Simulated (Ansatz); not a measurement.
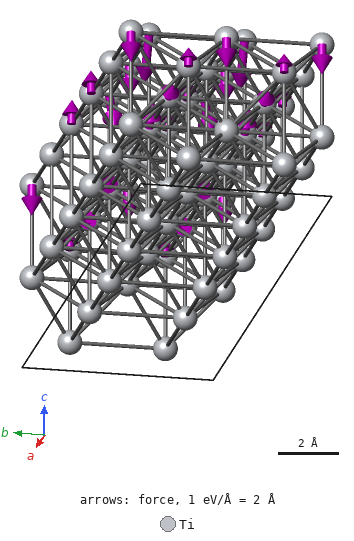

Starting geometry of a slab of composition Ti (cut from the Im-3m phase) with the computed forces as purple arrows. The picture is a ball-and-stick view of the 1 × 2 repeat of the cell, outlined in the plane, without the vacuum (origin shifted), seen from a free direction.

Case: stripe over 3 of 6 cells, two steps. 12 atoms are held fixed.

Theory: DFT PBE, scalar-relativistic, plane waves, PAW (Ansatz 0.2.0).

The input:
```yaml
crystal:
  lattice:
    - [19.533033156, 0.0, 0.0]
    - [0.0, 3.255505526, 0.0]
    - [0.0, 0.0, 18.511011052]
  atoms:
    - { symbol: Ti, position: [0.0, 0.0, 0.081032851] }
    - { symbol: Ti, position: [0.0833333333, 0.5, 0.168967149] }
    - { symbol: Ti, position: [0.1666666667, 0.0, 0.081032851] }
    - { symbol: Ti, position: [0.25, 0.5, 0.168967149] }
    - { symbol: Ti, position: [0.3333333333, 0.0, 0.081032851] }
    - { symbol: Ti, position: [0.4166666667, 0.5, 0.168967149] }
    - { symbol: Ti, position: [0.5, 0.0, 0.081032851] }
    - { symbol: Ti, position: [0.5833333333, 0.5, 0.168967149] }
    - { symbol: Ti, position: [0.6666666667, 0.0, 0.081032851] }
    - { symbol: Ti, position: [0.75, 0.5, 0.168967149] }
    - { symbol: Ti, position: [0.8333333333, 0.0, 0.081032851] }
    - { symbol: Ti, position: [0.9166666667, 0.5, 0.168967149] }
    - { symbol: Ti, position: [0.0, 0.0, 0.2569014471] }
    - { symbol: Ti, position: [0.0833333333, 0.5, 0.3448357451] }
    - { symbol: Ti, position: [0.1666666667, 0.0, 0.2569014471] }
    - { symbol: Ti, position: [0.25, 0.5, 0.3448357451] }
    - { symbol: Ti, position: [0.3333333333, 0.0, 0.2569014471] }
    - { symbol: Ti, position: [0.4166666667, 0.5, 0.3448357451] }
    - { symbol: Ti, position: [0.5, 0.0, 0.2569014471] }
    - { symbol: Ti, position: [0.5833333333, 0.5, 0.3448357451] }
    - { symbol: Ti, position: [0.6666666667, 0.0, 0.2569014471] }
    - { symbol: Ti, position: [0.75, 0.5, 0.3448357451] }
    - { symbol: Ti, position: [0.8333333333, 0.0, 0.2569014471] }
    - { symbol: Ti, position: [0.9166666667, 0.5, 0.3448357451] }
    - { symbol: Ti, position: [0.0, 0.0, 0.4327700432] }
    - { symbol: Ti, position: [0.1666666667, 0.0, 0.4327700432] }
    - { symbol: Ti, position: [0.3333333333, 0.0, 0.4327700432] }
basis:
  ecutwfc: 420
kpoints:
  mp_grid: { grid: [2, 10, 1] }
hamiltonian:
  xc: pbe
scf:
  occupations: { method: gaussian, width: 0.1 }
output:
  forces: true
  eigenvalues: true
  populations: true
  write_density: true
  write_potential: true
  elf: true
  volumetric_format: npy
relax:
  adjacent_minimum: "off"
  f_tol: 0.02
  max_steps: 45
  constraints: [{ sites: [0, 1, 2, 3, 4, 5, 6, 7, 8, 9, 10, 11] }]
efield:
  axis: 3
  dipole_correction: true
  ramp_width: 0.04
```

Run as
```bash
ansatz run input.yaml --threads 4 --pin off --max-ram 11264MiB --backend cpu --events-out ev --progress --plain --runs-dir out
```

Is this structure relaxed? If not, where do the atoms go?

Answer. It isn't relaxed: the largest force vector, on Ti atoms, is 0.84 eV/Å. The final displacements follow the starting forces only in part (cosine between the two patterns 0.47). The atom that moves furthest is Ti26 (0.51 Å along the normal (−c)). The lattice vectors keep their values. Among the contacts that change: Ti13–Ti25 3.256 → 2.836 Å, Ti2–Ti14 3.256 → 2.853 Å, Ti15–Ti26 3.256 → 2.881 Å, Ti13–Ti15 3.256 → 3.523 Å. Over 8 accepted moves (10 points after the start) the energy falls by 0.703 eV per cell of the calculation. Largest force component: 0.73 eV/Å at the start, 0.0065 eV/Å at the end. The line search rejected the trial steps at points 5, 8 of the run. The run took 9 min on 4 threads of Intel(R) Xeon(R) 6975P-C (Granite Rapids) (shared host), peak memory 5 GiB.
